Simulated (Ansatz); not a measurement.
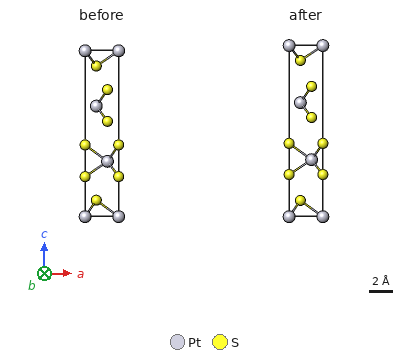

The structure of crystalline PtS2 (built on the 3R (MoS2) bulk type) before (left) and after (right) a relaxation, at one scale.

Style: ball-and-stick. Shown: the conventional cell (3 times the calculation's cell), along the b axis. Lengths and directions refer to the drawn axes.

Theory: DFT, r2SCAN+rVV10, plane waves, PAW (Ansatz 0.2.0). (plane-wave cutoff 500 eV; k-point mesh 8 × 8 × 8; occupations fermi dirac; smearing width 0.02 eV; no spin polarisation; cell and atoms relaxed; force threshold 0.005 eV/Å)

Question: Describe what moved and what it gained.

Answer: The energy falls by 23.3 meV per cell of the calculation in 3 accepted moves (4 points after the start). The largest force component goes from 0.24 to 0.0019 eV/Å. Pressure: 1.15 GPa at the start and −0.01 GPa at the end. At 1 point the geometry stayed and the basis and grid were re-selected for the new cell (energy shift of 0.6 meV per cell of the calculation at most each time). An S atom moves most relative to the cell: 0.073 Å along +c. By element the largest moves are S 0.073 Å, Pt 0.004 Å. Cell: a = b 3.460 → 3.478 Å (+0.5 %), c 14.816 → 15.288 Å (+3.2 %). Volume +4.3 %. Among the contacts that change: Pt–S 2.418 → 2.409 Å. The space group stays R3m (No. 160).
